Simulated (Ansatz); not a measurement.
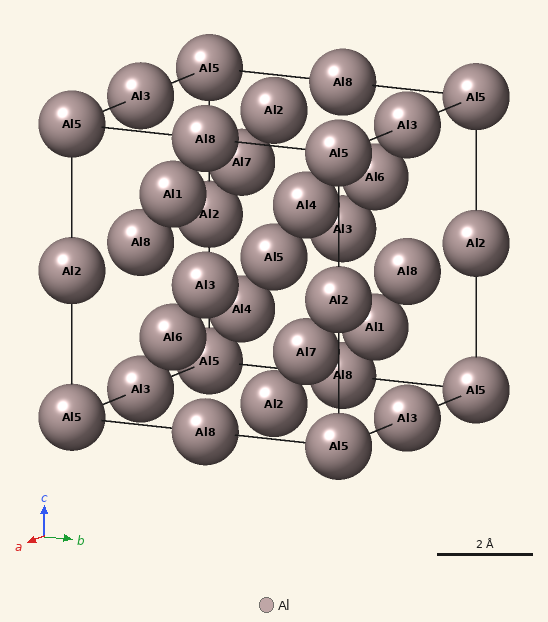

Fig. 1: The structure (spheres-only view of the cell 2 times as large as that of the calculation, set on its symmetry axes, seen at an oblique angle; atoms are numbered from 1 in the order of the input). An atom can appear more than once, as a periodic image.

Al: single-point calculation

Al (I4mm, 8 atoms in the cell), computed with DFT r2SCAN, scalar-relativistic, plane waves, PAW, no spin polarisation (Ansatz 0.2.0).

The structure derives from a Materials Project entry. It belongs to a series of runs on one base structure; here: atom 1 (Al) moved +0.080 A along Cartesian [0 0 1]. Figures and captions count atoms from 1; the log counts them from 0 in places.

Input file
```yaml
crystal:
  lattice:
    - [3.1887371512, 3.1887371512, -3.1887371512]
    - [-3.1887371512, -3.1887371512, -3.1887371512]
    - [-3.1887371512, 3.1887371512, 3.1887371512]
  atoms:
    - { symbol: Al, position: [-0.0125441509, 0.4874558491, 0.0] }
    - { symbol: Al, position: [0.5, 0.5, 0.0] }
    - { symbol: Al, position: [0.0, 0.5, 0.5] }
    - { symbol: Al, position: [0.5, 0.5, 0.5] }
    - { symbol: Al, position: [0.0, 0.0, 0.0] }
    - { symbol: Al, position: [0.5, 0.0, 0.0] }
    - { symbol: Al, position: [0.0, 0.0, 0.5] }
    - { symbol: Al, position: [0.5, 0.0, 0.5] }
basis:
  ecutwfc: 500
kpoints:
  mp_grid: { grid: [14, 14, 14] }
hamiltonian:
  xc: r2scan
scf:
  occupations: { method: gaussian, width: 0.15 }
output:
  forces: true
  stress: true
  eigenvalues: true
  write_density: true
  write_potential: true
  elf: true
  volumetric_format: npy
```

Run on 1 thread of Arm Neoverse V1, 24 GiB of memory available, shared host.

Launched with:
```bash
ansatz run input.yaml --threads 1 --pin off --max-ram 2560MiB --backend cpu --events-out ev --progress --plain --runs-dir out
```

The program's output
```
Engine: ansatz 0.2.0, aarch64-unknown-linux-gnu
Pseudopotentials: kind: paw
Pseudopotential: Al, paw, valence charge 3, recommended cutoff 500 eV (meta_gga), Al.paw.azcp
Functional definition: r2SCAN
  parameter k0 = 0.174
  parameter k1 = 0.065
  parameter a1 = 4.9479
  exchange = r2scan_x(k0 = k0, k1 = k1, a1 = a1)
  correlation = r2scan_c
Crystal: 8 atoms, lattice volume = 129.693 Å³
Basis set: ecut = 500 eV, 3319 PW (Γ), exchange–correlation on 180×180×180 points (64 copies of the dense FFT grid, shifted against one another)
Bands: 20, of which v1, the nominal top of the filled ones, is band 12 counted from 1 (11 counted from 0)
Symmetry: 8 space group operations
Space group: I4mm (ITA 107), of the structure as read, at distance tolerance 5.1e-5 Å
k-points: 244 of 2744 (time reversal used)
Non-local potential: Al, projectors of the file, l = 0: 2, l = 1: 2, l = 2: 1
PAW form: soft (Blöchl's): semilocal exchange-correlation on the pseudo side does not see the compensation charge
PAW frozen core: Al, regenerated for the run's functional (the file was generated under x = pbe(κ = 0.804, μ = 0.2195149727645171), c = pbe(β = 0.06672455060314922))
PAW one-centre angular grid: Al, 302 points (default); XC on 160 Gauss nodes
Initial density: superposition of atomic densities (neutral atoms: chi_scale 0, normalization atom), corrected by the library's trained network
Initial wavefunctions: pseudopotential atomic-orbital guess
Functional: x = r2scan, c = r2scan; τ floored in thin density (d = 2e-4 eV/Å³)
SCF iter   1: F=—  HF=-4322.332386 eV  |F-HF|=—  |Δ(HF+E_count)|=         —  Δρ=4.08e-3  dr2=2.42e-2  dr2_τ=3.42e-2  ethr=1.77e-3  ⟨swp⟩=7.4  Hψ=29611  notcnv=0  defer=6
preconditioner: auto → Kerker (q_TF=auto, 2.060 Å⁻¹)  [metal: Δε(μ)=0.013 eV  Ē_g=7.211 eV  σ=0.150 eV  W_gap=0.05  n_scr=18 (ndim 8)  ℏωp=16.0 eV  f_vac=0.000  D(μ)=3.12/eV (n_scr^D=18)]
SCF iter   2: F=—  HF=-4322.388462 eV  |F-HF|=—  |Δ(HF+E_count)|=   5.61e-2  Δρ=3.55e-3  dr2=1.83e-2  dr2_τ=4.04e-5  ethr=1.01e-4  ⟨swp⟩=2.0  Hψ=9779  notcnv=0  defer=8
SCF iter   3: F=—  HF=-4322.383559 eV  |F-HF|=—  |Δ(HF+E_count)|=   4.90e-3  Δρ=3.87e-4  dr2=1.55e-4  dr2_τ=1.10e-5  ethr=7.61e-5  ⟨swp⟩=1.0  Hψ=4397  notcnv=0  defer=8
SCF iter   4: F=—  HF=-4322.383648 eV  |F-HF|=—  |Δ(HF+E_count)|=   8.91e-5  Δρ=3.08e-4  dr2=1.39e-4  dr2_τ=1.94e-6  ethr=6.45e-7  ⟨swp⟩=2.0  Hψ=7188  notcnv=0  defer=8
SCF iter   5: F=—  HF=-4322.383577 eV  |F-HF|=—  |Δ(HF+E_count)|=   7.18e-5  Δρ=6.56e-5  dr2=5.24e-6  dr2_τ=1.08e-8  ethr=5.80e-7  ⟨swp⟩=2.0  Hψ=7237  notcnv=0  defer=8
SCF iter   6: F=—  HF=-4322.383584 eV  |F-HF|=—  |Δ(HF+E_count)|=   6.93e-6  Δρ=2.54e-5  dr2=8.10e-7  dr2_τ=1.36e-9  ethr=2.18e-8  ⟨swp⟩=1.0  Hψ=4397  notcnv=0  defer=8
SCF iter   7: F=-4322.383584 eV  HF=-4322.383584 eV  |F-HF|=1.16e-9  |Δ(HF+E_count)|=   6.57e-9  Δρ=5.16e-6  dr2=3.42e-8  dr2_τ=3.95e-11  ethr=4.17e-10  ⟨swp⟩=9.6  Hψ=29563  notcnv=0
SCF 1 converged in 7 iterations: F = -4322.383584 eV  dr2 = 3.42e-8
  greatest PAW one-centre occupation: 0.450 electrons in one spin orbital (limit 2), on the Al atom at site 0 (counted from 0), in its partial waves of l = 0
```

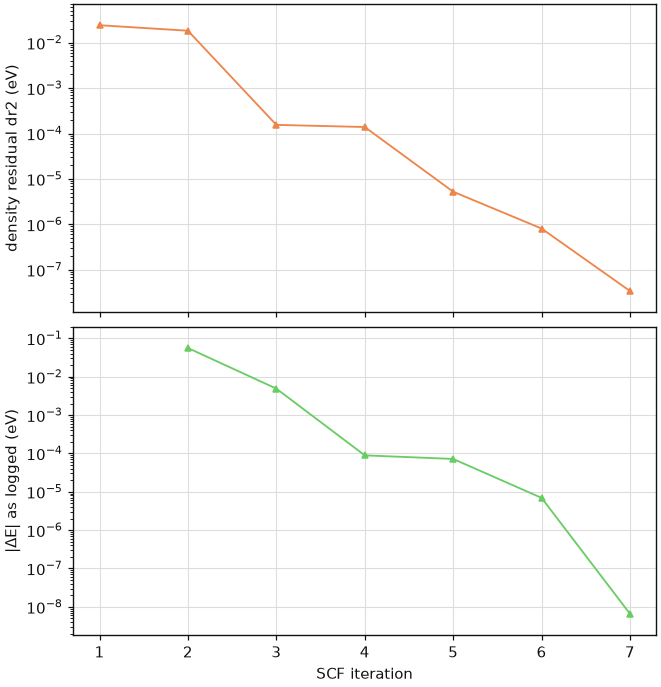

Fig. 2: Convergence of the self-consistent field: density residual dr2 and size of the energy change against the SCF iteration. The residual falls at every step.

```
SCF converged after 7 iterations
Free energy (F): -4322.383584 eV
Harris-Foulkes:  -4322.383584 eV  (|F-HF|=1.16e-9)
Internal energy: -4322.348615 eV  (E = F + TS)
E sigma→0 (E₀):  -4322.366099 eV
Entropy (-TS):   -0.034968 eV (-4.371 meV/atom)
Fermi energy:    8.169470 eV
--- Per-component energies (eV) ---
  E_band       = 82.025820
  E_kinetic    = 185.365405
  E_local      = 84.663124  (includes V_loc(G=0)·N_el)
  E_nonlocal   = 77.793160
  E_hartree    = 0.713435
  E_xc         = -294.192434
  E_vxc        = -250.026184  (∫ρ·V_xc dr)
  E_paw        = -3784.680541  (= ΣΔE_a)
  E_vpaw       = -27.136876  (= ΣTr[D̂ρ^β])
  E_aug_tail   = -0.000006  (compensation charges beyond the density's cutoff)
  E_vtau       = 9.940265  (kinetic-family band-sum trace: ∫τ·v_τ [+ j·A + Jᵃ·Aᵃ] dr)
  E_ewald      = -591.529895
  E_core_change = -0.480864  (= ΣΔE_core)
  E_smearing   = -0.034968  (= −TS)
  E_closure    = -0.000000  (closes the sum)
  Σ components = -4322.383584   (vs F -4322.383584, Δ=0.00e0)
--- Forces (eV/Å), atoms counted from 1 ---
  atom   1  Al    -0.00000000     0.00000000    -0.40218925
  atom   2  Al    -0.12652135    -0.12652135     0.09245783
  atom   3  Al    -0.12652135     0.12652135     0.09245783
  atom   4  Al     0.00000000    -0.00000000     0.01416175
  atom   5  Al     0.12652135     0.12652135     0.09245783
  atom   6  Al    -0.00000000    -0.00000000     0.00403347
  atom   7  Al     0.00000000     0.00000000     0.01416175
  atom   8  Al     0.12652135    -0.12652135     0.09245783
  max |Σ_I F_I| component: 9.66e-7 eV/Å
--- Stress (GPa, compression-positive) ---
        0.021688      -0.000000      -0.000000
       -0.000000       0.021688       0.000000
       -0.000000       0.000000      -0.032203
  P = ⅓ Tr σ = 0.0037 GPa (0.037 kbar)
--- Band table (eV; the first three rows and the last of 244) ---
  k-point 0: bands = ["-3.8145", "3.3565", "3.3743", "3.3743", "3.3812", "3.3834", "3.3834", "4.1459", "4.1468", "4.1478", "4.1524", "4.1524", "4.1735", "10.2074", "10.2074", "10.2125", "11.1089", "11.1093", "14.8697", "16.8183"]
  k-point 1: bands = ["-3.7751", "2.6626", "3.1151", "3.1243", "3.1686", "3.1838", "3.4187", "4.1847", "4.4168", "4.4332", "4.4780", "4.4880", "4.9360", "9.5619", "9.8270", "10.2470", "11.4104", "11.8290", "15.0469", "16.0421"]
  k-point 2: bands = ["-3.6567", "1.7479", "2.7474", "2.7601", "2.8110", "2.8275", "3.5293", "4.2990", "4.9917", "5.0102", "5.0626", "5.0769", "6.0585", "8.6788", "9.1624", "10.3505", "11.8632", "12.9347", "14.9731", "15.0167"]
  k-point 243: bands = ["-0.1100", "0.0053", "0.0053", "0.0058", "0.0061", "0.1202", "6.9378", "6.9378", "6.9893", "6.9927", "7.0430", "7.0430", "9.0659", "9.0701", "13.4561", "13.4561", "13.5816", "13.5816", "13.5932", "13.5938"]
```

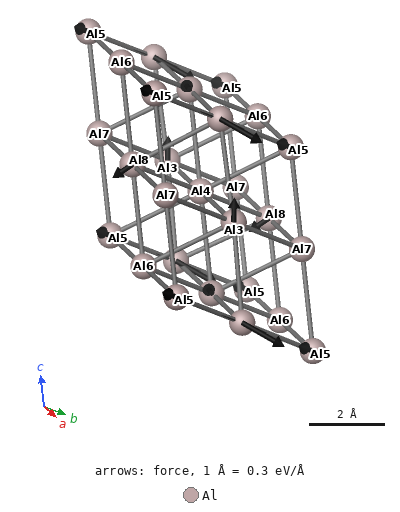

Fig. 3: Forces on the atoms as black arrows (ball-and-stick view of the cell of the calculation, seen slightly off an axis; atoms are numbered from 1 in the order of the input); the smallest are left out. The largest act on Al1 (0.40 eV/Å); Al2, Al3, Al5, Al8 (0.20 eV/Å). The geometry is not a stationary point of this energy.

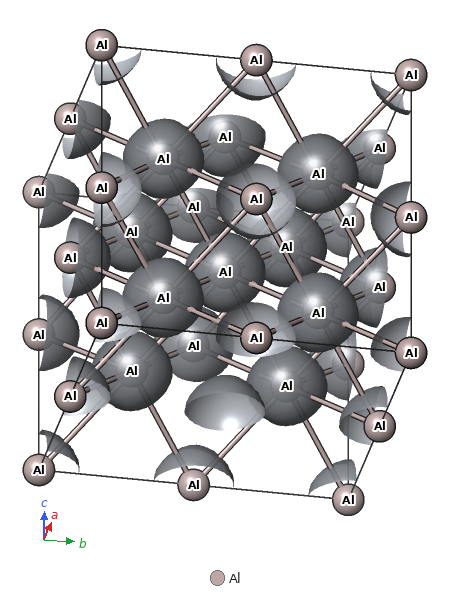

Fig. 4: Isosurface of the electron localisation function at 0.4 (grey), seen at an oblique angle. Only the valence region is drawn (cores and ρ < 0.01 e/Å³ removed). Sticks mark near contacts. The outline is the cell set on symmetry axes. The ELF exceeds this value in one network that runs through the whole crystal, counted in one cell of 16 atoms. Profiles from the grid: Al–Al (2.72 Å): the ELF peaks at about 0.65 between the atoms. Al–Al (2.76 Å): the ELF peaks at about 0.65 between the atoms. Core electrons are frozen (PAW), so the fields are smoothed inside the atomic spheres.

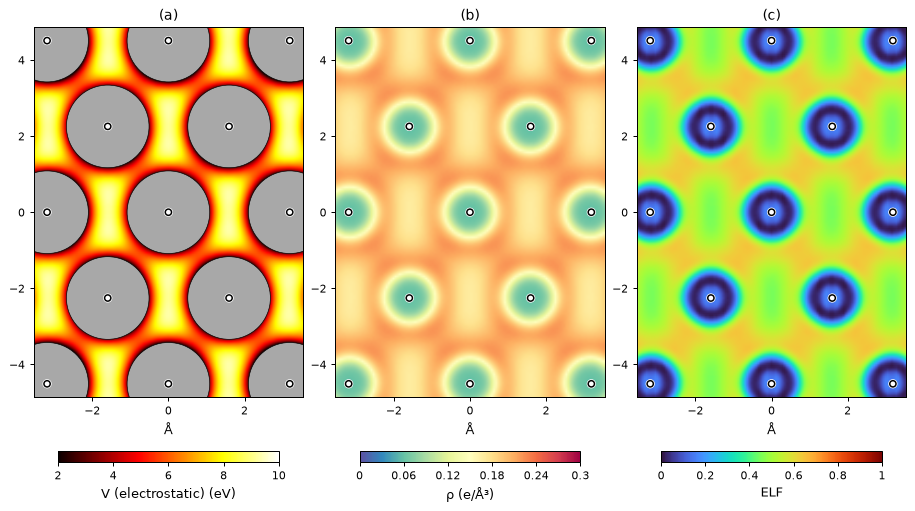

Fig. 5: (a) electrostatic potential energy of an electron; (b) valence electron density; (c) electron localisation function on the (110) plane of the conventional cell. Circles mark the nuclei in the plane (Al). Grey discs, where drawn, cover atomic cores. The section cuts through Al sites. Al–Al (2.76 Å): ρ at the midpoint is about 0.21 e/Å³; the ELF peaks at about 0.65 between the atoms. Away from the nuclei the density in this plane falls to 0.17 e/Å³ at its lowest. Outside the cores the potential energy rises away from the atoms and is highest about 1.7 Å from the nearest atoms; outside the discs it spans about 7 eV, and its zero is arbitrary.

Results in brief

- outcome: converged
- space group (tolerance 0.01 Å): I4mm (107)
- electrons treated: 24
- free energy: −4322.3836 eV
- Fermi energy: 8.169 eV
- gap on the k-point mesh: none (metallic)
- pressure: 0.00 GPa
- largest force (length of the vector): 0.402 eV/Å
- wall time: 2.2 min
- peak memory: 1.1 GiB
